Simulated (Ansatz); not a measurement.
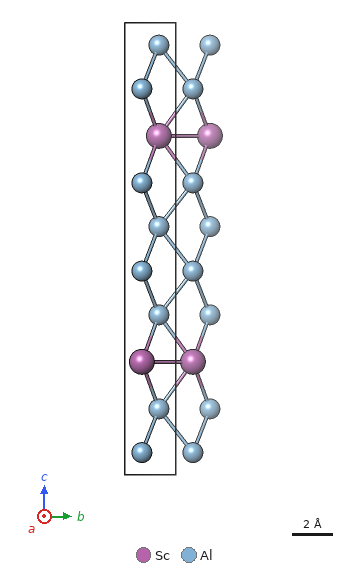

A crystal of ScAl$_{4}$ (a generated structure, set up in P6_3/mmc), before the relaxation. Style: ball-and-stick. Shown: the cell of the calculation, repeated 1 × 2 × 1 with one cell outlined, along the a axis.

All numbers below come from Ansatz, DFT PBE, scalar-relativistic, plane waves, PAW.

The input:
```yaml
crystal:
  lattice:
    - [3.0155327592, 0.0, 0.0]
    - [-1.5077663796, 2.6115279754, 0.0]
    - [0.0, 0.0, 23.1299457106]
  atoms:
    - { symbol: Sc, position: [0.3333333333, 0.6666666667, 0.75] }
    - { symbol: Sc, position: [0.6666666667, 0.3333333333, 0.25] }
    - { symbol: Al, position: [0.3333333333, 0.6666666667, 0.9507462825] }
    - { symbol: Al, position: [0.3333333333, 0.6666666667, 0.1460073489] }
    - { symbol: Al, position: [0.3333333333, 0.6666666667, 0.3539926511] }
    - { symbol: Al, position: [0.3333333333, 0.6666666667, 0.5492537175] }
    - { symbol: Al, position: [0.6666666667, 0.3333333333, 0.0492537175] }
    - { symbol: Al, position: [0.6666666667, 0.3333333333, 0.4507462825] }
    - { symbol: Al, position: [0.6666666667, 0.3333333333, 0.6460073489] }
    - { symbol: Al, position: [0.6666666667, 0.3333333333, 0.8539926511] }
basis:
  ecutwfc: 420
kpoints:
  mp_grid: { grid: [12, 12, 2] }
hamiltonian:
  xc: pbe
scf:
  occupations: { method: gaussian, width: 0.1 }
output:
  forces: true
  stress: true
  eigenvalues: true
  write_density: true
  write_potential: true
  elf: true
  volumetric_format: npy
relax:
  adjacent_minimum: "off"
  f_tol: 0.01
  max_steps: 80
  cell: { stress_tol: 0.05 }
```

Launched with:
```bash
ansatz run input.yaml --threads 1 --pin off --max-ram 2560MiB --backend cpu --events-out ev --progress --plain --runs-dir out
```

> Where does the relaxation end?

The largest moves relative to the cell, 0.008 Å, are those of Al4, Al5, Al9 and Al10. Al5 goes along +c. Sc stays in place. Cell: a = b 3.016 → 3.025 Å (+0.3 %), c 23.130 → 22.967 Å (−0.7 %). Volume −0.1 %. Among the contacts that change: Al3–Al10 2.835 → 2.822 Å, Al3–Al7 2.868 → 2.855 Å, Sc1–Sc1 3.016 → 3.025 Å, Sc1–Al10 2.969 → 2.965 Å. The space group stays P6_3/mmc (No. 194). The energy falls by 0.5 meV per atom in 2 accepted moves (3 points after the start). Largest force component: 0.034 eV/Å at the start, 0.0015 eV/Å at the end. Pressure: −0.19 GPa at the start and −0.01 GPa at the end. The SCF was repeated once at an unchanged geometry on a basis and grid sized afresh for the cell, which shifted the energy by less than 0.05 meV per atom at most. Cost: 55 s on 1 thread of Arm Neoverse V2 (shared host), peak memory 0.47 GiB.

Final geometry:

```xyz
10
Lattice="3.0248 0.0000 0.0000 -1.5124 2.6196 0.0000 0.0000 0.0000 22.9671" Properties=species:S:1:pos:R:3 pbc="T T T"
Sc    0.0000    1.7464   17.2253
Sc    1.5124    0.8732    5.7418
Al    0.0000    1.7464   21.8378
Al    0.0000    1.7464    3.3458
Al    0.0000    1.7464    8.1377
Al    0.0000    1.7464   12.6128
Al    1.5124    0.8732    1.1292
Al    1.5124    0.8732   10.3543
Al    1.5124    0.8732   14.8294
Al    1.5124    0.8732   19.6212
```
